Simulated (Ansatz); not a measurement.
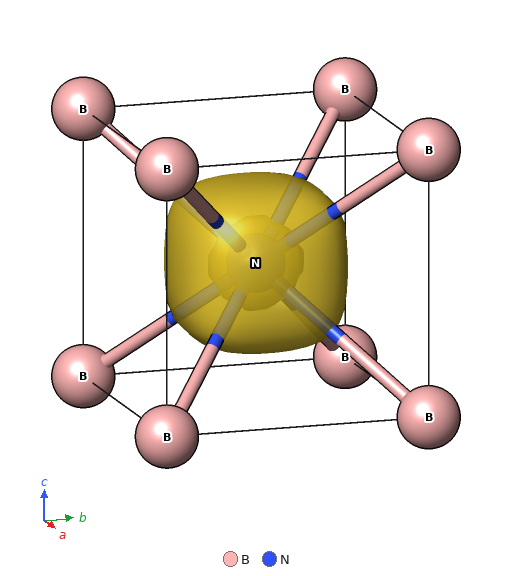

Figure 1: BN. Isosurface of the ELF at 0.65 (yellow), seen slightly off an axis. Only the valence region is drawn (cores and ρ < 0.01 e/Å³ removed). Sticks mark near contacts.

Space group Pm-3m; started from the CsCl prototype, which need not be the ambient phase; computed pressure about 2 GPa in this cell.

These are results of Ansatz, DFT, PBE, plane waves, PAW, not measurements.

Core electrons are frozen (PAW), and the valence fields are smoothed inside the atomic spheres.

Where are the electrons localised?

The surface consists of one region wrapped around N (its valence shell), counted in one cell of 2 atoms. Any copies at cell faces, edges or corners count once.

Values along the shortest contacts:
B–N (2.00 Å): the ELF peaks at about 0.80 in the valence shell of N, 0.6 Å from its nucleus, and drops to about 0.55 between the two atoms.
